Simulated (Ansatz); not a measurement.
**Run report: ZnSe, single-point calculation**

The run: single-point calculation of ZnSe (F-43m, 32 atoms in the cell). Method and program: DFT, PBE, plane waves, PAW, no spin polarisation (Ansatz 0.2.0).

The structure derives from a Materials Project entry. It belongs to a series of runs on one base structure; here: the perfect crystal in a cell of 32 atoms.

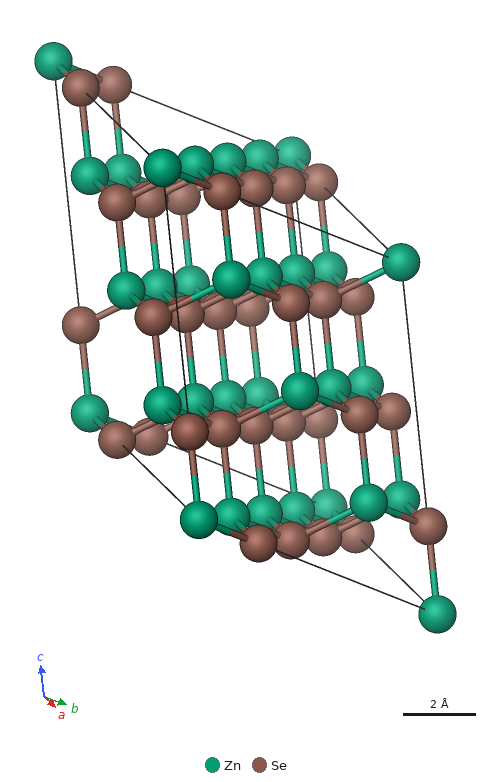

The input geometry (ball-and-stick view of the cell of the calculation, seen slightly off an axis). Near neighbours in the crystal (not all of them lie inside the picture): Zn has 4 Se at 2.48 Å; Se has 4 Zn at 2.48 Å.

Summary

| quantity | value |
| --- | --- |
| outcome | converged |
| space group (tolerance 0.01 Å) | F-43m (216) |
| electrons treated | 448 |
| free energy | −140630.5826 eV |
| Fermi energy | 6.941 eV |
| gap on the k-point mesh | 1.13 eV |
| pressure | 0.45 GPa |
| largest force (length of the vector) | under 0.001 eV/Å |
| hardware | 4 threads of AMD EPYC (Zen 3), 189 GiB of memory available, shared host |
| wall time | 26 s (CPU time 38 s) |
| peak memory | 0.99 GiB |

Notes

Settings chosen away from the usual ones: the perfect crystal in a cell of 32 atoms. These settings are looser than, or depart from, a standard set-up, so the numbers are not reference values for this system. The k-point mesh is coarse (a preliminary or cheap run), so energies and forces are approximate.

Input
```yaml
crystal:
  lattice:
    - [-5.7317610682, 5.7317610682, -5.7317610682]
    - [5.7317610682, 5.7317610682, 5.7317610682]
    - [5.7317610682, -5.7317610682, -5.7317610682]
  atoms:
    - { symbol: Zn, position: [0.25, 0.25, 0.5] }
    - { symbol: Zn, position: [0.0, 0.5, 0.5] }
    - { symbol: Zn, position: [0.5, 0.25, 0.25] }
    - { symbol: Zn, position: [0.75, 0.75, 0.5] }
    - { symbol: Zn, position: [0.25, 0.5, 0.25] }
    - { symbol: Zn, position: [0.5, 0.0, 0.5] }
    - { symbol: Zn, position: [0.0, 0.75, 0.25] }
    - { symbol: Zn, position: [0.75, 0.25, 0.0] }
    - { symbol: Zn, position: [0.5, 0.5, 0.0] }
    - { symbol: Zn, position: [0.75, 0.0, 0.25] }
    - { symbol: Zn, position: [0.0, 0.25, 0.75] }
    - { symbol: Zn, position: [0.25, 0.75, 0.0] }
    - { symbol: Zn, position: [0.0, 0.0, 0.0] }
    - { symbol: Zn, position: [0.75, 0.5, 0.75] }
    - { symbol: Zn, position: [0.5, 0.75, 0.75] }
    - { symbol: Zn, position: [0.25, 0.0, 0.75] }
    - { symbol: Se, position: [0.25, 0.25, 0.75] }
    - { symbol: Se, position: [0.0, 0.5, 0.75] }
    - { symbol: Se, position: [0.5, 0.25, 0.5] }
    - { symbol: Se, position: [0.75, 0.75, 0.75] }
    - { symbol: Se, position: [0.25, 0.5, 0.5] }
    - { symbol: Se, position: [0.5, 0.0, 0.75] }
    - { symbol: Se, position: [0.0, 0.75, 0.5] }
    - { symbol: Se, position: [0.75, 0.25, 0.25] }
    - { symbol: Se, position: [0.5, 0.5, 0.25] }
    - { symbol: Se, position: [0.75, 0.0, 0.5] }
    - { symbol: Se, position: [0.0, 0.25, 0.0] }
    - { symbol: Se, position: [0.25, 0.75, 0.25] }
    - { symbol: Se, position: [0.0, 0.0, 0.25] }
    - { symbol: Se, position: [0.75, 0.5, 0.0] }
    - { symbol: Se, position: [0.5, 0.75, 0.0] }
    - { symbol: Se, position: [0.25, 0.0, 0.0] }
basis:
  ecutwfc: 420
  xc_grid: 2
kpoints:
  mp_grid: { grid: [1, 1, 1], shift: [0.0, 0.0, 0.0] }
hamiltonian:
  xc: pbe
scf:
  occupations: { method: gaussian, width: 0.01 }
output:
  forces: true
  stress: true
  eigenvalues: true
```

Launch command:
```bash
ansatz run input.yaml --threads 4 --pin off --max-ram 8192MiB --backend cpu --events-out ev --progress --plain --runs-dir out
```

What the program printed
```
Engine: ansatz 0.2.0, x86_64-unknown-linux-gnu
Pseudopotentials: kind: paw
Pseudopotential: Zn, paw, valence charge 12, recommended cutoff 420 eV (normal), Zn.paw.azcp
Pseudopotential: Se, paw, valence charge 16, recommended cutoff 420 eV (normal), Se.paw.azcp
Functional definition: PBE
  parameter kappa = 0.804
  parameter beta = 0.06672455060314922
  exchange = pbe_x(kappa = kappa, mu = beta*pi^2/3)
  correlation = pbe_c(beta = beta)
Crystal: 32 atoms, lattice volume = 753.224 Å³
Basis set: ecut = 420 eV, 14771 PW (Γ), exchange–correlation on 144×144×144 points (8 copies of the dense FFT grid, shifted against one another)
Bands: 269, of which v1, the nominal top of the filled ones, is band 224 counted from 1 (223 counted from 0)
Symmetry: 384 space group operations
Space group: F-43m (ITA 216), of the structure as read, at distance tolerance 9.1e-5 Å
k-points: 1
Non-local potential: Zn, projectors of the file, l = 0: 2, l = 1: 2, l = 2: 3, l = 3: 1
Non-local potential: Se, projectors of the file, l = 0: 2, l = 1: 2, l = 2: 3, l = 3: 1
PAW form: soft (Blöchl's): semilocal exchange-correlation on the pseudo side does not see the compensation charge
PAW one-centre angular grid: Zn, 590 points (default); XC on 64 Gauss nodes
PAW one-centre angular grid: Se, 590 points (default); XC on 64 Gauss nodes
Initial density: superposition of atomic densities (neutral atoms: chi_scale 0, normalization atom), corrected by the library's trained network
Initial wavefunctions: pseudopotential atomic-orbital guess
Functional: x = pbe(κ = 0.804, μ = 0.2195149727645171), c = pbe(β = 0.06672455060314922)
SCF iter   1: F=—  HF=-140630.587977 eV  |F-HF|=—  |Δ(HF+E_count)|=         —  Δρ=1.49e-3  dr2=2.63e-2  ethr=1.77e-3  ⟨swp⟩=6.0  Hψ=1015  notcnv=0
preconditioner: auto → Resta (q_TF=auto, 2.502 Å⁻¹)  ε∞=5.5  [insulator: Δε(μ)=1.147 eV  Ē_g=10.869 eV  σ=0.010 eV  W_gap=1.00  n_scr=200 (ndim 8)  ℏωp=23.0 eV  f_vac=0.130  D(μ)=0.00/eV (n_scr^D=0)  ε∞_Penn≈5.5]
SCF iter   2: F=—  HF=-140630.582862 eV  |F-HF|=—  |Δ(HF+E_count)|=   5.11e-3  Δρ=7.95e-4  dr2=7.61e-3  ethr=5.88e-6  ⟨swp⟩=2.0  Hψ=350  notcnv=0  defer=38
SCF iter   3: F=—  HF=-140630.582342 eV  |F-HF|=—  |Δ(HF+E_count)|=   5.20e-4  Δρ=2.11e-4  dr2=5.95e-4  ethr=1.70e-6  ⟨swp⟩=2.0  Hψ=381  notcnv=0  defer=29
automatic band count: iteration 3 solves 260 bands in place of 269: the levels show a gap, and the empty bands left out lie too high to hold charge; the band table lists the bands solved (type scf.n_extra_bands for more)
SCF iter   4: F=—  HF=-140630.582465 eV  |F-HF|=—  |Δ(HF+E_count)|=   1.23e-4  Δρ=1.12e-4  dr2=1.14e-4  ethr=1.33e-7  ⟨swp⟩=2.0  Hψ=455  notcnv=0  defer=29
SCF iter   5: F=—  HF=-140630.582586 eV  |F-HF|=—  |Δ(HF+E_count)|=   1.22e-4  Δρ=6.81e-5  dr2=3.00e-5  ethr=2.54e-8  ⟨swp⟩=2.0  Hψ=375  notcnv=0  defer=29
SCF iter   6: F=—  HF=-140630.582549 eV  |F-HF|=—  |Δ(HF+E_count)|=   3.73e-5  Δρ=3.74e-5  dr2=6.60e-6  ethr=6.71e-9  ⟨swp⟩=2.0  Hψ=359  notcnv=0  defer=29
SCF iter   7: F=—  HF=-140630.582562 eV  |F-HF|=—  |Δ(HF+E_count)|=   1.33e-5  Δρ=6.61e-6  dr2=3.10e-7  ethr=1.47e-9  ⟨swp⟩=2.0  Hψ=375  notcnv=0  defer=29
SCF iter   8: F=-140630.582564 eV  HF=-140630.582563 eV  |F-HF|=7.38e-8  |Δ(HF+E_count)|=   1.08e-6  Δρ=1.49e-6  dr2=2.05e-8  ethr=2.23e-11  ⟨swp⟩=8.0  Hψ=1104  notcnv=0
SCF 1 converged in 8 iterations: F = -140630.582564 eV  dr2 = 2.05e-8
  greatest PAW one-centre occupation: 1.000 electrons in one spin orbital (limit 2), on the Se atom at site 31 (counted from 0), in its partial waves of l = 2
```

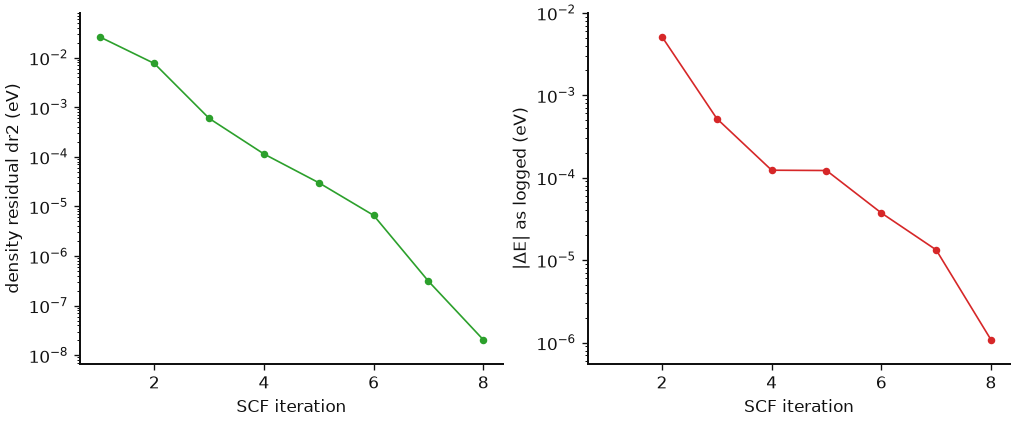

Convergence of the self-consistent field: density residual dr2 and size of the energy change against the SCF iteration. The residual falls at every step.

```
SCF converged after 8 iterations
Free energy (F): -140630.582564 eV
Harris-Foulkes:  -140630.582563 eV  (|F-HF|=7.38e-8)
Internal energy: -140630.582564 eV  (E = F + TS)
E sigma→0 (E₀):  -140630.582564 eV
Fermi energy:    6.941049 eV
--- Per-component energies (eV) ---
  E_band       = -6241.540834
  E_kinetic    = 3997.399942
  E_local      = -71091.547458  (includes V_loc(G=0)·N_el)
  E_nonlocal   = 300.952991
  E_hartree    = 32907.461580
  E_xc         = -3857.108211
  E_vxc        = -2395.558602  (∫ρ·V_xc dr)
  E_paw        = -59839.970651  (= ΣΔE_a)
  E_vpaw       = -2867.695821  (= ΣTr[D̂ρ^β])
  E_aug_tail   = -0.014964  (compensation charges beyond the density's cutoff)
  E_ewald      = -43047.755793
  E_smearing   = -0.000000  (= −TS)
  E_closure    = 0.000000  (closes the sum)
  Σ components = -140630.582564   (vs F -140630.582564, Δ=0.00e0)
--- Forces (eV/Å), atoms counted from 1 ---
  atom   1  Zn    -0.00000000    -0.00000000    -0.00000000
  atom   2  Zn     0.00000000     0.00000000    -0.00000000
  atom   3  Zn    -0.00000000    -0.00000000    -0.00000000
  atom   4  Zn     0.00000000    -0.00000000     0.00000000
  atom   5  Zn    -0.00000000    -0.00000000    -0.00000000
  atom   6  Zn    -0.00000000    -0.00000000    -0.00000000
  atom   7  Zn     0.00000000    -0.00000000    -0.00000000
  atom   8  Zn     0.00000000    -0.00000000    -0.00000000
  atom   9  Zn    -0.00000000    -0.00000000     0.00000000
  atom  10  Zn     0.00000000    -0.00000000     0.00000000
  atom  11  Zn     0.00000000     0.00000000    -0.00000000
  atom  12  Zn    -0.00000000    -0.00000000    -0.00000000
  atom  13  Zn     0.00000000    -0.00000000    -0.00000000
  atom  14  Zn     0.00000000    -0.00000000     0.00000000
  atom  15  Zn    -0.00000000    -0.00000000     0.00000000
  atom  16  Zn    -0.00000000    -0.00000000    -0.00000000
  atom  17  Se    -0.00000000    -0.00000000     0.00000000
  atom  18  Se    -0.00000000     0.00000000     0.00000000
  atom  19  Se     0.00000000    -0.00000000     0.00000000
  atom  20  Se    -0.00000000     0.00000000     0.00000000
  atom  21  Se     0.00000000    -0.00000000     0.00000000
  atom  22  Se    -0.00000000     0.00000000    -0.00000000
  atom  23  Se    -0.00000000     0.00000000     0.00000000
  atom  24  Se    -0.00000000    -0.00000000     0.00000000
  atom  25  Se    -0.00000000     0.00000000     0.00000000
  atom  26  Se    -0.00000000    -0.00000000     0.00000000
  atom  27  Se    -0.00000000     0.00000000    -0.00000000
  atom  28  Se    -0.00000000    -0.00000000     0.00000000
  atom  29  Se     0.00000000    -0.00000000     0.00000000
  atom  30  Se    -0.00000000     0.00000000     0.00000000
  atom  31  Se    -0.00000000    -0.00000000    -0.00000000
  atom  32  Se    -0.00000000    -0.00000000     0.00000000
  max |Σ_I F_I| component: 3.49e-24 eV/Å
--- Stress (GPa, compression-positive) ---
        0.446175       0.000000       0.000000
        0.000000       0.446175      -0.000000
        0.000000      -0.000000       0.446175
  P = ⅓ Tr σ = 0.4462 GPa (4.462 kbar)
--- Band table (eV) ---
  k-point 0: bands = ["-40.3507", "-40.3507", "-40.3507", "-40.3505", "-40.3505", "-40.3505", "-40.3504", "-40.3504", "-40.3504", "-40.3504", "-40.3504", "-40.3504", "-40.3504", "-40.3504", "-40.3504", "-40.3504", "-40.3504", "-40.3504", "-40.3504", "-40.3504", "-40.3504", "-40.3504", "-40.3504", "-40.3504", "-40.3504", "-40.3504", "-40.3504", "-40.3504", "-40.3504", "-40.3504", "-40.3504", "-40.3504", "-40.3504", "-40.3504", "-40.3504", "-40.3504", "-40.3504", "-40.3504", "-40.3504", "-40.3504",
      "-40.3504", "-40.3504", "-40.3502", "-40.3502", "-40.3502", "-40.3502", "-40.3502", "-40.3502", "-40.3468", "-40.3468", "-40.3468", "-40.3468", "-40.3468", "-40.3467", "-40.3467", "-40.3467", "-40.3467", "-40.3467", "-40.3467", "-40.3467", "-40.3467", "-40.3467", "-40.3467", "-40.3467", "-40.3467", "-40.3467", "-40.3467", "-40.3467", "-40.3467", "-40.3467", "-40.3467", "-40.3467", "-40.3467", "-40.3467", "-40.3467", "-40.3467", "-40.3467", "-40.3466", "-40.3466", "-40.3466",
      "-6.6682", "-5.9472", "-5.9472", "-5.9472", "-5.9472", "-5.9472", "-5.9472", "-5.9472", "-5.9472", "-5.9472", "-5.9472", "-5.9472", "-5.9472", "-5.6799", "-5.6799", "-5.6799", "-0.1037", "-0.1037", "-0.1037", "-0.0530", "-0.0530", "-0.0530", "-0.0103", "-0.0103", "-0.0103", "-0.0103", "-0.0103", "-0.0103", "-0.0103", "-0.0103", "-0.0103", "-0.0103", "-0.0103", "-0.0103", "0.0033", "0.0033", "0.0033", "0.0033", "0.0033", "0.0033",
      "0.0033", "0.0033", "0.0033", "0.0033", "0.0033", "0.0033", "0.1267", "0.1267", "0.1267", "0.1267", "0.1267", "0.1267", "0.1444", "0.1444", "0.1444", "0.1444", "0.1444", "0.1444", "0.1444", "0.1444", "0.1444", "0.1444", "0.1444", "0.1444", "0.2221", "0.2221", "0.2221", "0.2221", "0.2221", "0.2221", "0.2221", "0.2221", "0.2221", "0.2221", "0.2221", "0.2221", "0.2324", "0.2324", "0.2763", "0.2763",
      "0.2763", "0.2818", "0.2818", "0.2818", "0.2818", "0.2818", "0.2818", "0.2818", "0.2818", "0.2818", "0.2818", "0.2818", "0.2818", "0.4018", "0.4018", "0.4018", "1.7407", "1.7407", "1.7407", "2.3340", "2.3340", "2.3340", "2.3340", "2.3340", "2.3340", "2.3340", "2.3340", "2.3340", "2.3340", "2.3340", "2.3340", "3.9542", "3.9542", "3.9542", "3.9542", "3.9542", "3.9542", "3.9542", "3.9542", "3.9542",
      "3.9542", "3.9542", "3.9542", "4.2990", "4.2990", "4.2990", "4.2990", "4.2990", "4.2990", "5.5114", "5.5114", "5.5114", "5.5114", "5.5114", "5.5114", "5.5114", "5.5114", "5.5114", "5.5114", "5.5114", "5.5114", "6.3744", "6.3744", "6.3744", "7.5076", "9.4123", "9.4123", "9.4123", "9.8058", "9.8058", "9.8058", "10.3979", "10.3979", "10.3979", "10.3979", "10.3979", "10.3979", "10.3979", "10.3979", "10.3979",
      "10.3979", "10.3979", "10.3979", "12.1559", "12.1559", "12.1559", "12.6964", "12.6964", "12.6964", "12.6964", "12.6964", "12.6964", "12.6964", "12.6964", "12.6964", "12.6964", "12.6964", "12.6964", "13.0985", "13.0985"]
```
